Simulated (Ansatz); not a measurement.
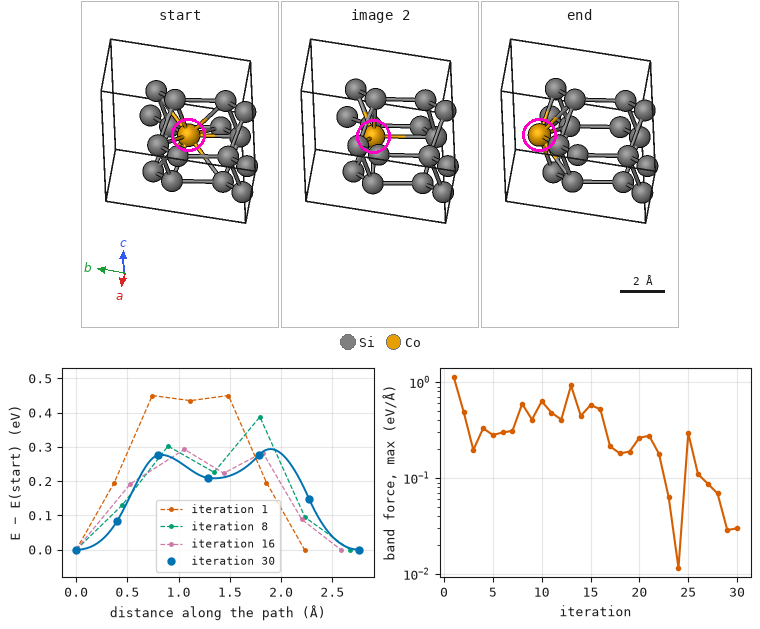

A nudged-elastic-band calculation for a defect cell of composition CoSi16 (17 atoms in the cell). Images are numbered from 0 (start) to 6 (end). The plot follows the band through its iterations. A ball-and-stick model of the reduced simulation cell (origin moved), seen from a free direction. The moving atom is ringed, with any periodic copies. Lengths and directions refer to the drawn axes. Bonds to atoms that aren't drawn are left out.

Theory: Ansatz 0.2.0, DFT r2SCAN, scalar-relativistic, plane waves, PAW.

Input
```yaml
crystal:
  lattice:
    - [0.0, 5.44370238, -5.44370238]
    - [5.44370238, 5.44370238, 0.0]
    - [5.44370238, 0.0, -5.44370238]
  atoms:
    - { symbol: Si, position: [0.1331464382, 0.1251523538, 0.1252371047] }
    - { symbol: Si, position: [0.1236512142, 0.6250907963, 0.1286322789] }
    - { symbol: Si, position: [0.6173396849, 0.1252735196, 0.125142757] }
    - { symbol: Si, position: [0.6297948738, 0.6209233301, 0.1205012351] }
    - { symbol: Si, position: [0.1235501075, 0.1286462893, 0.6251038458] }
    - { symbol: Si, position: [0.1254743839, 0.6254406536, 0.6255069912] }
    - { symbol: Si, position: [0.6297194785, 0.1205471308, 0.6208891003] }
    - { symbol: Si, position: [0.6245256161, 0.6255120378, 0.6254671115] }
    - { symbol: Si, position: [0.2544121283, 0.7494683898, 0.2498961542] }
    - { symbol: Si, position: [0.2472061203, 0.2532243317, 0.2532509295] }
    - { symbol: Si, position: [0.7472140371, 0.7495484964, 0.2498405978] }
    - { symbol: Si, position: [0.7549346432, 0.245541037, 0.245509735] }
    - { symbol: Si, position: [0.2488399929, 0.7516497966, 0.7516184515] }
    - { symbol: Si, position: [0.2543543524, 0.2498372306, 0.749525492] }
    - { symbol: Si, position: [0.7526066884, 0.7479096812, 0.7478553355] }
    - { symbol: Si, position: [0.7471487029, 0.2499092037, 0.7494617885] }
    - { symbol: Co, position: [-0.0049542171, 0.005360634, 0.0053960054], spin: 1.4 }
basis:
  ecutwfc: 500
  xc_grid: 3
kpoints:
  mp_grid: { grid: [2, 2, 2], shift: [0.0, 0.0, 0.0] }
hamiltonian:
  xc: r2scan
scf:
  occupations: { method: gaussian, width: 0.02 }
output:
  forces: true
magnetization:
  spin_polarized: true
neb:
  images: 5
  f_tol: 0.05
  max_iterations: 70
  order_check: false
  final_atoms:
    - { symbol: Si, position: [0.1200653568, 0.129458963, 0.1209854153] }
    - { symbol: Si, position: [0.1223933116, 0.6270903188, 0.1233717052] }
    - { symbol: Si, position: [0.6206456476, 0.1251627694, 0.1287170749] }
    - { symbol: Si, position: [0.6205878717, 0.6255316102, 0.1287766723] }
    - { symbol: Si, position: [0.1278512971, 0.1250907963, 0.6215196951] }
    - { symbol: Si, position: [0.1277859629, 0.6254515036, 0.6216031313] }
    - { symbol: Si, position: [0.6277938797, 0.1217756683, 0.6286813815] }
    - { symbol: Si, position: [0.6261600071, 0.6233502034, 0.6271082409] }
    - { symbol: Si, position: [0.2452051262, 0.7540766699, 0.246219439] }
    - { symbol: Si, position: [0.2452805215, 0.2544528692, 0.2461557096] }
    - { symbol: Si, position: [0.7495256161, 0.7495593464, 0.2514220286] }
    - { symbol: Si, position: [0.7418535618, 0.2498476462, 0.2585358966] }
    - { symbol: Si, position: [0.2504743839, 0.7494879622, 0.7505047654] }
    - { symbol: Si, position: [0.2576603151, 0.2497264804, 0.7427559615] }
    - { symbol: Si, position: [0.7513487858, 0.7499092037, 0.7523742894] }
    - { symbol: Si, position: [0.7514498925, 0.2463537107, 0.7523002426] }
    - { symbol: Co, position: [-0.1200457829, 0.369639366, -0.1191975777] }
```

Launched with:
```bash
ansatz run input.yaml --threads 8 --pin off --max-ram 20480MiB --backend cpu --events-out ev --progress --plain --runs-dir out
```

### Judge this run.

The run is converged, with reservations. The band converged in 30 iterations. The largest component of the band force went from 1.1 to 0.03 eV/Å. The climbing image converged on the top of the path. Its curvatures weren't checked. The first iteration put the highest image at 0.450 eV. The barrier is about 0.276 eV in both directions, with image 2 at the top; the ends have the same energy. The profile has 2 maxima (images 2, 4) with a dip at image 3 (+0.210 eV), so the process runs in steps.

Limits of the set-up: the k-point mesh is coarse for a cell with partly filled bands; the periodic images lie only 7.7 Å apart, so the values are limited by the cell's size.

The run took 88 min on 8 threads of Intel(R) Xeon(R) 6975P-C (Granite Rapids), on a shared host, peak memory 5.1 GiB.
